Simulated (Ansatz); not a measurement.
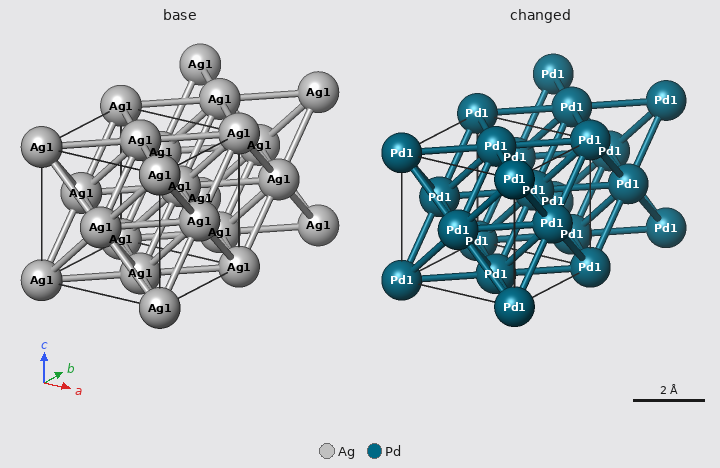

Left: solid Ag (set up in Fm-3m). Right: the same structure after one change, at the same scale. A ball-and-stick model of the conventional cell (4 times the calculation's cell), repeated 1 × 2 × 1 with one cell outlined, seen from a free direction. Lengths and directions refer to the drawn axes.

All numbers below come from DFT PBEsol, scalar-relativistic, plane waves, PAW (Ansatz 0.2.0). Settings: plane-wave cutoff 420 eV; k-point mesh 18 × 18 × 18; occupations gaussian; smearing width 0.1 eV; no spin polarisation.

Which change leads from the left to the right?

Every silver atom is replaced by palladium, which gives Pd. Cell and atoms are relaxed again (to zero pressure within 0.1 GPa, forces under 0.01 eV/Å).

And its effect?

The volume per atom goes from 16.66 to 14.55 Å³. The drawn cell changes as follows: a = b = c 4.054 → 3.875 Å (−4.4 %); the volume changes by −12.7 %. The space group stays Fm-3m (No. 225).
